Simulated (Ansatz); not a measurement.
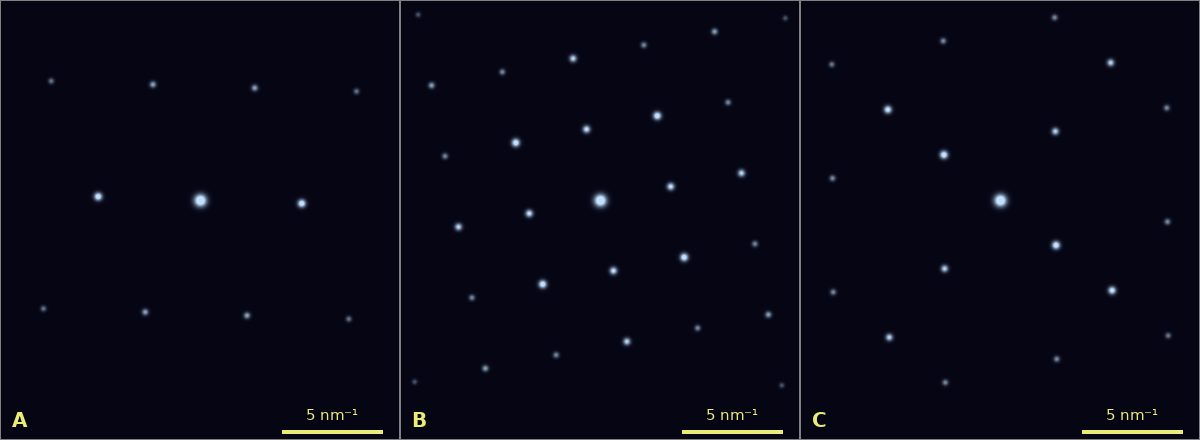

Kinematic zone-axis patterns, calculated for 120 keV electrons with B = 0.5 Å².

All three come from SrVO3, space group Pm-3m (No. 221), a = 3.93 Å. Structure: a model structure set up as the input of an electronic-structure calculation (not necessarily at equilibrium).

Q: Assign the zone axes [001], [210], [211] to A, B and C.

A: A is [210]: centred rectangular net of 0 0 2 at d = 1.96 Å and 1 -2 1 at d = 1.60 Å, at 65.9°. B is [001]: square net of 1 -1 0 at d = 2.78 Å and 1 1 0 at d = 2.78 Å, at 90.0°. C is [211]: rectangular net of 0 -1 1 at d = 2.78 Å and -1 1 1 at d = 2.27 Å, at 90.0°.
